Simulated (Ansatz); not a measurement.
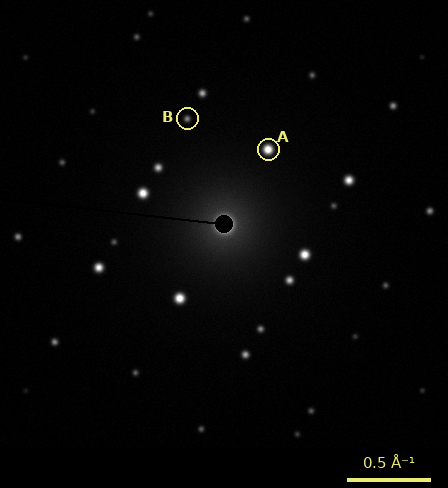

Kinematic zone-axis pattern, calculated for 120 keV electrons with B = 1 Å². Two individuals of a reflection twin are superposed (a geometric construction: whether this twin forms is not tested; the second individual is smaller and so fainter). Crystal: Ni, space group P6_3/mmc (No. 194), a = 2.506 Å, c = 8.201 Å (hexagonal axes), zone axis [421]. Structure: the input geometry of an electronic-structure calculation (not necessarily at equilibrium); the starting structure was generated, so it need not be a known form of this composition.

In the first individual spot A is -1 1 2 and spot B is -1 0 4.

Find the twin plane.

(1-1-2). The spot positions of the combined pattern are mirror-symmetric about the row through 1 -1 -2 (d = 1.918 Å), which both individuals share, while a single individual has only symmetry 2mm without that mirror line. Friedel's law adds a mirror line at right angles, along which no low-index reflection lies.

Which other reflections coincide?

Within the frame only the reflections of the common row coincide.
